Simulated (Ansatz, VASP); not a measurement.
# HgTe: VASP beside Ansatz

Wanted: the spread between two codes on one cell, functional and k mesh. The cell is taken from a series of runs on this material, whose earlier steps may have relaxed or scaled it; both programs get it as it stands.

Main program and level: Ansatz 0.2.0; plane waves, with VASP 6.6.1 beside it; single point at LDA.

## (1) Set-up

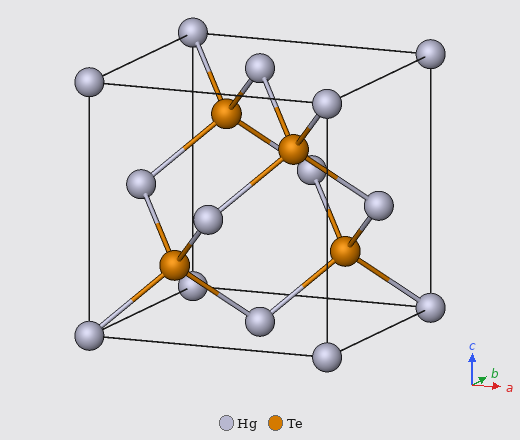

Start, viewed slightly off an axis; mercury light grey, tellurium orange. This picture shows the conventional cell, with its axes. Bonds to atoms that aren't drawn are left out. Some periodic images of atoms are drawn too.

As a file:

```cif
data_structure
_symmetry_space_group_name_H-M 'F-43m'
_symmetry_Int_Tables_number 216
_cell_length_a 6.4157
_cell_length_b 6.4157
_cell_length_c 6.4157
_cell_angle_alpha 90.000
_cell_angle_beta 90.000
_cell_angle_gamma 90.000
_cell_volume 264.08
loop_
_atom_site_label
_atom_site_type_symbol
_atom_site_symmetry_multiplicity
_atom_site_Wyckoff_symbol
_atom_site_fract_x
_atom_site_fract_y
_atom_site_fract_z
_atom_site_occupancy
Hg1 Hg 4 a 0.00000 0.00000 0.00000 1
Te1 Te 4 c 0.25000 0.25000 0.25000 1
```

## (2) VASP: single point, LDA

A single point gives forces, pressure and levels at one fixed geometry, so differences don't come from the geometry; what else differs is listed under the comparison.

Lines of VASP's logs that name or quote its potential files are left out, and so is its time.

File INCAR:

```
SYSTEM = HgTe
PREC = Accurate
ENCUT = 400
EDIFF = 1E-06
NELM = 100
ISMEAR = 0
SIGMA = 0.05
LREAL = .FALSE.
ALGO = Normal
GGA = PW92
NBANDS = 15
LORBIT = 11
LWAVE = .FALSE.
LCHARG = .FALSE.
KPAR = 2
ISIF = 2
```

File POSCAR:

```
HgTe
1.0
    0.0000000000      3.2078589900      3.2078589900
    3.2078589900      0.0000000000      3.2078589900
    3.2078589900      3.2078589900      0.0000000000
Hg Te
1 1
Direct
    0.0000000000      0.0000000000      0.0000000000
    0.7500000000      0.7500000000      0.7500000000
```

File KPOINTS:

```
Automatic mesh
0
Gamma
10 10 10
0 0 0
```

Potentials, in the order of the species: Hg and Te (LDA family, release 64).

The run is started by

```bash
$ mpirun -np 2 vasp_std
```

Numbers of over 12 decimals in the logs are rounded to 6 here.

The program printed:

```text
[banner, memory and clock lines left out]
running    2 mpi-ranks, on    1 nodes
 distrk:  each k-point on    1 cores,    2 groups
 distr:  one band on    1 cores,    1 groups

 POSCAR found type information on POSCAR HgTe
 POSCAR found :  2 types and       2 ions
|                                                                             |
|               ----> ADVICE to this user running VASP <----                  |
|                                                                             |
|     You enforced a specific xc type in the INCAR file but a different       |
|     [... a line on the potential file left out ...]
|     I HOPE YOU KNOW WHAT YOU ARE DOING!                                     |
|                                                                             |

 LDA part: xc-table for (Slater(with rela. corr.)+PW92), standard interpolation
 POSCAR, INCAR and KPOINTS ok, starting setup
 FFT: planning ... GRIDC
 FFT: planning ... GRID_SOFT
 FFT: planning ... GRID
 WAVECAR not read
 entering main loop
       N       E                     dE             d eps       ncg     rms          rms(c)
DAV:   1     0.885546396347E+02    0.88555E+02   -0.70190E+03  1426   0.838E+02
DAV:   2    -0.217646087965E+01   -0.90731E+02   -0.86130E+02  1648   0.219E+02
DAV:   3    -0.522942152110E+01   -0.30530E+01   -0.30465E+01  1711   0.418E+01
DAV:   4    -0.525984234925E+01   -0.30421E-01   -0.30419E-01  2141   0.375E+00
DAV:   5    -0.525990624391E+01   -0.63895E-04   -0.63894E-04  1774   0.158E-01    0.807E+00
DAV:   6    -0.504639224864E+01    0.21351E+00   -0.42619E-01  1578   0.933E+00    0.635E+00
DAV:   7    -0.503210324438E+01    0.14289E-01   -0.98825E-02  1529   0.230E+00    0.218E+00
DAV:   8    -0.502945381768E+01    0.26494E-02   -0.11298E-02  1578   0.131E+00    0.557E-01
DAV:   9    -0.502911037222E+01    0.34345E-03   -0.73794E-04  1838   0.313E-01    0.132E-01
DAV:  10    -0.502910298107E+01    0.73911E-05   -0.67078E-05  1710   0.766E-02    0.524E-02
DAV:  11    -0.502910503760E+01   -0.20565E-05   -0.17587E-05  1704   0.403E-02    0.321E-02
DAV:  12    -0.502910373029E+01    0.13073E-05   -0.32828E-06  1529   0.176E-02    0.136E-02
DAV:  13    -0.502910375179E+01   -0.21505E-07   -0.24267E-07   838   0.313E-03
   1 F= -.50291038E+01 E0= -.50290651E+01  d E =-.773113E-04
```

OUTCAR, selected parts (step 2):

```text
ion  position               nearest neighbor table
   1  0.000  0.000  0.000-   2 2.78   2 2.78   2 2.78   2 2.78
   2  0.750  0.750  0.750-   1 2.78   1 2.78   1 2.78   1 2.78

  LATTYP: Found a face centered cubic cell.
 ALAT       =     6.4157179800

 Subroutine GETGRP returns: Found 24 space group operations
 (whereof 24 operations were pure point group operations)

The static configuration has the point symmetry T_d .

 Found     47 irreducible k-points:

   k-points           NKPTS =     47   k-points in BZ     NKDIM =     47   number of bands    NBANDS=     15

   dimension x,y,z NGX =    30 NGY =   30 NGZ =   30
   dimension x,y,z NGXF=    60 NGYF=   60 NGZF=   60

   ENCUT  =  400.0 eV  29.40 Ry    5.42 a.u.   7.40  7.40  7.40*2*pi/ulx,y,z

   NELECT =      18.0000    total number of electrons

 k-points in reciprocal lattice and weights: Automatic mesh
   0.00000000  0.00000000  0.00000000       0.001
   0.10000000  0.00000000  0.00000000       0.008
   0.20000000  0.00000000  0.00000000       0.008
   0.30000000  0.00000000  0.00000000       0.008
   0.40000000  0.00000000  0.00000000       0.008
   0.50000000  0.00000000  0.00000000       0.004
   0.10000000  0.10000000  0.00000000       0.006
   0.20000000  0.10000000  0.00000000       0.024
   0.30000000  0.10000000  0.00000000       0.024
[...]
-0.30000000  0.40000000  0.20000000       0.024
  -0.30000000  0.50000000  0.20000000       0.012

 average (electrostatic) potential at core
       1 -40.6964       2 -92.0980

 E-fermi :   3.1665

 k-point     1 :       0.0000    0.0000    0.0000
  band No.  band energies     occupation
    ...
      6      -3.8021      2.00000
      7       2.3379      2.00000
      8       3.1512      1.33379
      9       3.1512      1.33379
     10       3.1512      1.33379
     11       7.2718      0.00000
     12       7.2718      0.00000
     13       7.2718      0.00000
     14       9.3855      0.00000
     15      12.6993      0.00000

 k-point     2 :       0.1000    0.0000    0.0000
  band No.  band energies     occupation
    ...
      5      -3.8039      2.00000
      6      -3.8039      2.00000
      7       1.5223      2.00000
      8       3.0275      1.99991
      9       3.0275      1.99991
     10       3.6559      0.00000
     11       7.1536      0.00000
     12       7.4337      0.00000
     13       7.4337      0.00000
     14      10.0888      0.00000
    ...

 k-point     3 :       0.2000    0.0000    0.0000
  band No.  band energies     occupation
    ...
      5      -3.8056      2.00000
      6      -3.8056      2.00000
      7       0.2912      2.00000
      8       2.7374      2.00000
      9       2.7374      2.00000
     10       3.9440      0.00000
     11       7.5019      0.00000
     12       7.7759      0.00000
     13       7.7759      0.00000
     14      10.8116      0.00000
    ...

  Total        0.2829777      0.2829777      0.2829777      0.0000000      0.0000000     -0.0000000
  in kB        6.8673149      6.8673149      6.8673149      0.0000000      0.0000000     -0.0000000
  external PRESSURE =       6.8673149 kB  Pullay stress =       0.0000000 kB

  energy-cutoff  :      400.00
  volume of cell :       66.02
      direct lattice vectors                 reciprocal lattice vectors
     0.000000000  3.207858990  3.207858990    -0.155867200  0.155867200  0.155867200
     3.207858990  0.000000000  3.207858990     0.155867200 -0.155867200  0.155867200
     3.207858990  3.207858990  0.000000000     0.155867200  0.155867200 -0.155867200

 POSITION                                       TOTAL-FORCE (eV/Angst)
 -----------------------------------------------------------------------------------
      0.00000      0.00000      0.00000        -0.000000      0.000000      0.000000
      4.81179      4.81179      4.81179         0.000000     -0.000000     -0.000000
 -----------------------------------------------------------------------------------
    total drift:                               -0.000000     -0.000000     -0.000000

  FREE ENERGIE OF THE ION-ELECTRON SYSTEM (eV)
  ---------------------------------------------------
  free  energy   TOTEN  =        -5.0291037518 eV

  energy  without entropy=       -5.0290264404  energy(sigma->0) =       -5.02906510

 total charge
# of ion       s       p       d       tot
------------------------------------------
    1        0.760   0.444   9.351  10.555
    2        1.375   1.982   0.037   3.395
--------------------------------------------------
tot          2.135   2.426   9.389  13.950

[... 3 further parts left out ...]
```

The run ends at a pressure of 0.69 GPa.

## (3) Ansatz: single point, LDA

Ansatz runs on its default PAW (the set named soft_2) files.

The same cell, functional (in two slightly different forms), mesh and smearing now go to Ansatz, which takes its cutoff from its data sets.

File input.yaml:

```yaml
crystal:
  lattice:
    - [0.0, 3.20785899, 3.20785899]
    - [3.20785899, 0.0, 3.20785899]
    - [3.20785899, 3.20785899, 0.0]
  atoms:
    - { symbol: Hg, position: [0.0, 0.0, 0.0] }
    - { symbol: Te, position: [0.75, 0.75, 0.75] }
hamiltonian:
  xc: lda
  pseudopotentials: { kind: paw }
kpoints:
  mp_grid: { grid: [10, 10, 10] }
scf:
  occupations: { method: gaussian, width: 0.05 }
  n_extra_bands: 4
output:
  forces: true
  stress: true
  eigenvalues: true
```

The run is started by

```bash
$ ansatz run input.yaml --threads 2 --pin off --max-ram 4608MiB --backend cpu --events-out ev --progress --plain --runs-dir out
```

The program printed:

```text
scf.n_extra_bands = 4 over 18 filled bands (N_el = 36.0): the run solves 22 bands
Engine: ansatz 0.2.0, x86_64-unknown-linux-gnu
Pseudopotentials: kind: paw
Pseudopotential: Hg, paw, valence charge 20, recommended cutoff 420 eV (normal), Hg.paw.azcp
Pseudopotential: Te, paw, valence charge 16, recommended cutoff 420 eV (normal), Te.paw.azcp
Functional definition: SPW92
  exchange = slater_x
  correlation = pw_c
Crystal: 2 atoms, lattice volume = 66.020 Å³
Basis set: ecut = 420 eV, 1243 PW (Γ)
Bands: 22, of which v1, the nominal top of the filled ones, is band 18 counted from 1 (17 counted from 0)
Symmetry: 24 space group operations
Space group: F-43m (ITA 216), of the structure as read, at distance tolerance 4.0e-5 Å
k-points: 47 of 1000 (time reversal used)
Non-local potential: Hg, projectors of the file, l = 0: 3, l = 1: 2, l = 2: 2, l = 3: 1
Non-local potential: Te, projectors of the file, l = 0: 2, l = 1: 2, l = 2: 2, l = 3: 2
PAW form: soft (Blöchl's): semilocal exchange-correlation on the pseudo side does not see the compensation charge
PAW frozen core: Hg, regenerated for the run's functional, and the local potential with it (the file was generated under x = pbe(κ = 0.804, μ = 0.219515), c = pbe(β = 0.066725))
PAW frozen core: Te, regenerated for the run's functional, and the local potential with it (the file was generated under x = pbe(κ = 0.804, μ = 0.219515), c = pbe(β = 0.066725))
PAW one-centre angular grid: Hg, 590 points (default); XC on 64 Gauss nodes
PAW one-centre angular grid: Te, 590 points (default); XC on 64 Gauss nodes
Initial density: superposition of atomic densities (neutral atoms: chi_scale 0, normalization atom), corrected by the library's trained network
Initial wavefunctions: pseudopotential atomic-orbital guess
Functional: x = slater, c = lda
SCF iter   1: F=—  HF=-20349.890469 eV  |F-HF|=—  |Δ(HF+E_count)|=         —  Δρ=4.53e-3  dr2=9.13e-3  ethr=1.77e-3  ⟨swp⟩=6.1  Hψ=4896  notcnv=0
preconditioner: auto → none  [insulator: Δε(μ)=0.468 eV  Ē_g=10.606 eV  σ=0.050 eV  W_gap=0.67  n_scr=14 (ndim 8)  ℏωp=19.4 eV  f_vac=0.178  D(μ)=0.06/eV (n_scr^D=0)  ε∞_Penn≈4.3]
SCF iter   2: F=—  HF=-20349.887401 eV  |F-HF|=—  |Δ(HF+E_count)|=   3.07e-3  Δρ=1.90e-3  dr2=8.25e-4  ethr=2.54e-5  ⟨swp⟩=2.0  Hψ=2242  notcnv=0
SCF iter   3: F=—  HF=-20349.887428 eV  |F-HF|=—  |Δ(HF+E_count)|=   2.80e-5  Δρ=6.88e-4  dr2=1.19e-4  ethr=2.29e-6  ⟨swp⟩=1.0  Hψ=1034  notcnv=0
SCF iter   4: F=—  HF=-20349.887436 eV  |F-HF|=—  |Δ(HF+E_count)|=   7.06e-6  Δρ=7.14e-5  dr2=4.27e-6  ethr=3.30e-7  ⟨swp⟩=1.3  Hψ=1083  notcnv=0
SCF iter   5: F=—  HF=-20349.887445 eV  |F-HF|=—  |Δ(HF+E_count)|=   9.82e-6  Δρ=1.72e-5  dr2=1.52e-7  ethr=1.19e-8  ⟨swp⟩=2.0  Hψ=1418  notcnv=0
SCF iter   6: F=-20349.887445 eV  HF=-20349.887445 eV  |F-HF|=3.16e-9  |Δ(HF+E_count)|=   2.15e-8  Δρ=3.74e-6  dr2=6.74e-9  ethr=2.78e-10  ⟨swp⟩=5.8  Hψ=4161  notcnv=0
SCF 1 converged in 6 iterations: F = -20349.887445 eV  dr2 = 6.74e-9
  greatest PAW one-centre occupation: 1.000 electrons in one spin orbital (limit 2), on the Hg atom at site 0 (counted from 0), in its partial waves of l = 0
SCF converged after 6 iterations
Free energy (F): -20349.887445 eV
Harris-Foulkes:  -20349.887445 eV  (|F-HF|=3.16e-9)
Internal energy: -20349.887368 eV  (E = F + TS)
E sigma→0 (E₀):  -20349.887407 eV
Entropy (-TS):   -0.000077 eV (-0.039 meV/atom)
Fermi energy:    8.783865 eV
--- Per-component energies (eV) ---
  E_band       = -773.587977
  E_kinetic    = 786.336245
  E_local      = -4768.690161  (includes V_loc(G=0)·N_el)
  E_nonlocal   = -224.532362
  E_hartree    = 2314.971476
  E_xc         = -342.915759
  E_vxc        = -367.038913  (∫ρ·V_xc dr)
  E_paw        = -14165.091551  (= ΣΔE_a)
  E_vpaw       = -829.611473  (= ΣTr[D̂ρ^β])
  E_aug_tail   = 0.000643  (compensation charges beyond the density's cutoff)
  E_ewald      = -3951.220652
  E_core_change = 1.254754  (= ΣΔE_core)
  E_smearing   = -0.000077  (= −TS)
  E_closure    = -0.000000  (closes the sum)
  Σ components = -20349.887445   (vs F -20349.887445, Δ=0.00e0)
--- Forces (eV/Å), atoms counted from 1 ---
  atom   1  Hg    -0.00000000     0.00000000     0.00000000
  atom   2  Te     0.00000000    -0.00000000    -0.00000000
  max |Σ_I F_I| component: 9.25e-17 eV/Å
--- Stress (GPa, compression-positive) ---
        0.431681      -0.000000      -0.000000
       -0.000000       0.431681       0.000000
        0.000000       0.000000       0.431681
  P = ⅓ Tr σ = 0.4317 GPa (4.317 kbar)
--- Band table (eV; the first three rows and the last of 47) ---
  k-point 0: bands = [... 14 lower, 1.8586, 7.8980, 8.7686, 8.7686, 8.7686, 12.9194, 12.9194, 12.9194]
  k-point 1: bands = [... 14 lower, 1.8568, 7.1105, 8.6455, 8.6455, 9.2482, 12.7852, 13.0810, 13.0810]
  k-point 2: bands = [... 14 lower, 1.8551, 5.8944, 8.3563, 8.3563, 9.5317, 13.1136, 13.4242, 13.4242]
  k-point 46: bands = [... 14 lower, 2.4866, 3.0669, 5.9907, 6.1195, 11.7177, 12.7328, 14.5549, 15.0092]
```

The run ends at a pressure of 0.43 GPa.

## (4) Differences

Known differences besides the PAW data sets themselves: the data sets hold 36 valence electrons in Ansatz (default PAW (the set named soft_2) files) and 18 in VASP; the cutoff is 420 eV in Ansatz and 400 eV in VASP; Ansatz makes its cores anew for this functional, VASP keeps those of its LDA data sets. Total energies have different zeros and are not compared.

Compared:

```
      quantity  Ansatz  VASP  difference
pressure (GPa)    0.43  0.69       -0.26
```

## (5) What moves the difference

How far does this hang on the set-up? Further runs change one program's set-up at a time, as the table lists.

```
                                                                                                       run  difference in pressure (GPa)
                                                                                                  as above                         -0.26
VASP with the data sets Hg_sv_GW and Te_GW, a cutoff of 520 eV and GGA = CA, the Perdew-Zunger form of LDA                          0.25
```

## (6) Outcome

| Item | Value |
| --- | --- |
| difference in pressure (single point, LDA) | -0.26 GPa |

**Reading.** The difference in pressure is -0.26 GPa (single point, LDA), within the 1 GPa picked in this series as the mark of a large difference. For single point, LDA: VASP with the data sets Hg_sv_GW and Te_GW, a cutoff of 520 eV and GGA = CA, the Perdew-Zunger form of LDA turns the difference in pressure from -0.26 to 0.25 GPa, so VASP's own sets bracket Ansatz's value. Differences of this kind measure data sets and numerical settings, not the functional's error against experiment.

[Lines on the potential files, build, host, timing and source positions are cut from VASP's logs without a mark.]

[Logs are printed without paths, hosts, clocks, repeated set-up lines and the standing remarks that a program may print on its own settings, such as how far it seeks lower states.]

[Hosts, paths, dates, database ids (printed as entryN), source tags and the programs' standing remarks are cut or masked in the printed files.]
